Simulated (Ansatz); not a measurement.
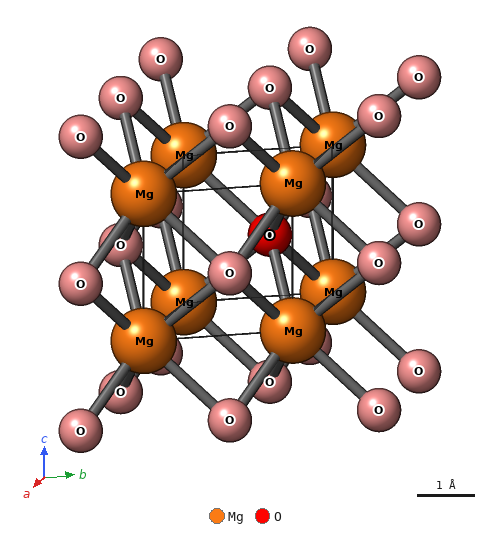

This ball-and-stick model is shown slightly off an axis. The edges of the simulation cell are marked. The bonded neighbours beyond the faces are included, in fainter colours.

Here is the input:
```yaml
crystal:
  lattice:
    - [2.7176693356, 0.0, 0.0]
    - [-1.3588346678, 2.3535706838, 0.0]
    - [0.0, 0.0, 2.67968]
  atoms:
    - { symbol: Mg, position: [0.0, 0.0, 0.0] }
    - { symbol: O, position: [0.3333333333, 0.6666666667, 0.5] }
basis:
  ecutwfc: 500
kpoints:
  mp_grid: { grid: [9, 9, 8] }
hamiltonian:
  xc: r2scan
scf:
  occupations: { method: gaussian, width: 0.05 }
output:
  forces: true
  stress: true
  eigenvalues: true
```
Run as:
```sh
ansatz run input.yaml --threads 1 --pin off --max-ram 1228MiB --backend cpu --events-out ev --progress --plain --runs-dir out
```

Theory: DFT r2SCAN, scalar-relativistic, plane waves, PAW in Ansatz. Numerical settings: a 500 eV plane-wave basis, k-points on a 9×9×8 grid, Gaussian smearing of 0.05 eV, no spin polarisation.

### Classify it as metallic or gapped, with the value.

An insulator at this level, with a gap of 4.53 eV on the k-mesh (the true edges may lie between mesh points, so the gap can be somewhat smaller).

### Under what pressure is the structure?

The computed pressure is 21.6 GPa (compressed: it would expand). The stress isn't hydrostatic: its largest component is 37.7 GPa.

The initial geometry was a structure listed in the Materials Project. The cell was then strained or its atoms displaced on purpose. A calculation with Ansatz used it as input.

At this level of theory the cell isn't at rest (compressed, at 22 GPa), so its distances can differ from those at equilibrium, the more so the softer the solid.
